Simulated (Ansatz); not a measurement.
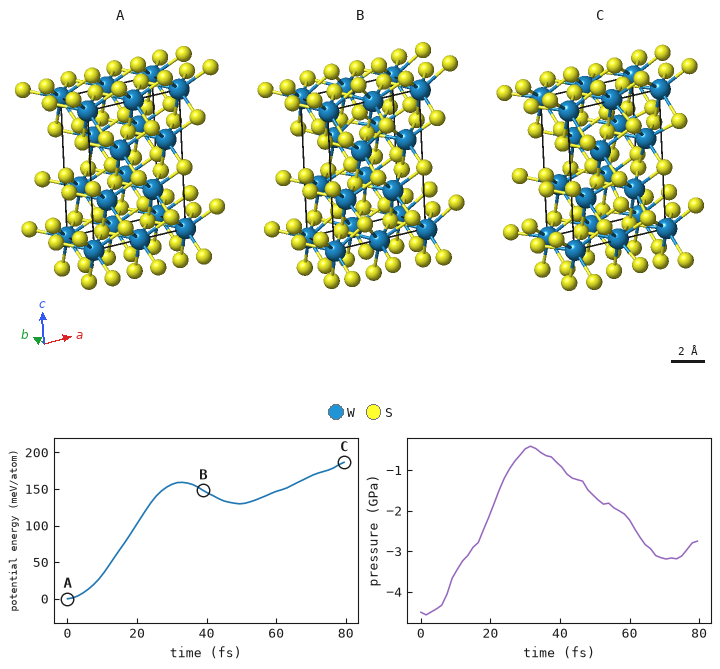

A Born-Oppenheimer molecular dynamics run of an 18-atom cell of WS₂ (set up in R3m), 80 fs long. Frames (A at 0 fs, B at 39 fs, C at 80 fs) and the history of the run. The picture is a ball-and-stick view of the simulation cell, seen slightly off an axis. Bonds to atoms that aren't drawn are left out.

Theory: DFT PBE+D3(BJ), scalar-relativistic, plane waves, PAW in Ansatz. Run with plane-wave cutoff 420 eV; k-point mesh 2 × 2 × 2; Fermi-Dirac smearing 0.103 eV; volume 1.04 times that of the relaxed crystal; Langevin thermostat (NVT); set temperature 1200 K; time step 1.5 fs; friction 0.02 per fs.

Q: Describe the run.

A: The mean temperature in the second half is 1254 K (standard deviation 199 K). The potential energy is still drifting at the end, so the run hasn't reached equilibrium. The potential energy in the second half lies on average 152 meV per atom above the first frame. The mean pressure there is −2.2 GPa. In the second half of the run the atoms are, in the root-mean-square, this far from where they began (common drift taken out): S 0.20 Å, W 0.13 Å. The run lasts only 80 fs, too short to tell vibration from diffusion.

The run took about 5 core-minutes on a shared host.
